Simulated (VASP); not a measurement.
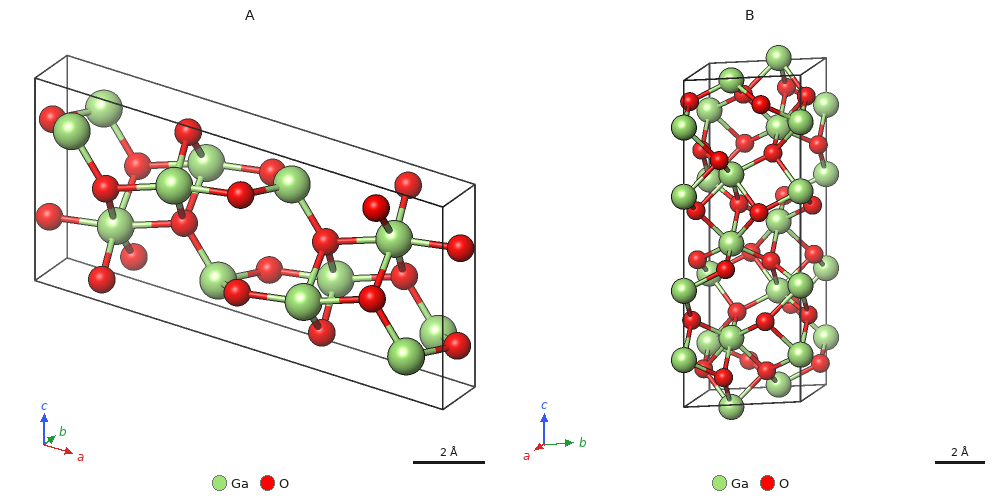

Two structures of Ga2O3, each relaxed (cell and atoms) at zero pressure; conventional cells in solid outline, small ones repeated, each panel with its own scale. Alike in all runs: VASP 6.6.1; functional PBE; VASP's PAW PBE potentials, release 64 (Ga_d, O); cutoff 600 eV; occupations gaussian, width 0.03 eV; no spin polarisation; no spin-orbit coupling. The k meshes have like spacings.

Name the structure in each panel.

A: 20 atoms a cell on a base-centred monoclinic lattice, C2/m; B: corundum, R-3c.

Rank them by energy, lowest first.

A, then B (+28 meV/atom), static energies at zero smearing.

Could pressure favour another of these structures?

B is denser (10.1 against 11.0 Å³/atom), so pressure favours it. Setting PΔV equal to ΔE at fixed volumes gives a first estimate of 5 GPa for the crossing; compression of both forms, other phases and heat would move it.

Collect the results in a table.

| panel | space group | E − E(lowest) (meV/atom) | volume (Å³/atom) | gap (eV) |
| --- | --- | --- | --- | --- |
| A | C2/m | 0 | 11.0 | 1.97 |
| B | R-3c | 28 | 10.1 | 2.37 |

The starts are database entries or structure types tried for this composition, and the most stable form need not be among them. Approximate functionals can misorder forms that lie within a few tens of meV/atom, as they do the rutile and anatase forms of TiO₂. Gaps are the least found on the k-mesh, which misses some points of high symmetry; where the band edges lie there, the true gap is smaller, at times by an eV.

Caveat: semilocal functionals give gaps below the measured ones.
